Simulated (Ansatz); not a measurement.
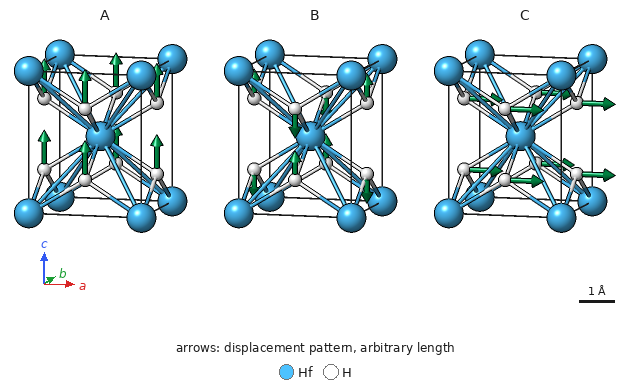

Modes of crystalline HfH2, space group I4/mmm (No. 139), at the zone centre (one member of each degenerate set). The green arrows are the displacements of the atoms (eigenvector over the root of the mass), of arbitrary overall length and sign. A ball-and-stick model of the conventional cell (2 times the calculation's cell), seen slightly off an axis. Lengths and directions refer to the drawn axes.

These are results of DFT LDA, scalar-relativistic, plane waves, PAW in Ansatz 0.2.0, not measurements.

The frequencies depend somewhat on the k-mesh and the smearing.

### Which are infrared-active and which Raman-active?

A is A₂u, infrared-active by symmetry (1165 cm⁻¹). B is B₁g, Raman-active by symmetry (1384 cm⁻¹). C is E_u, infrared-active by symmetry (1107 cm⁻¹). The crystal has a centre of inversion, so no mode is both. In a metal the free carriers screen the infrared response.
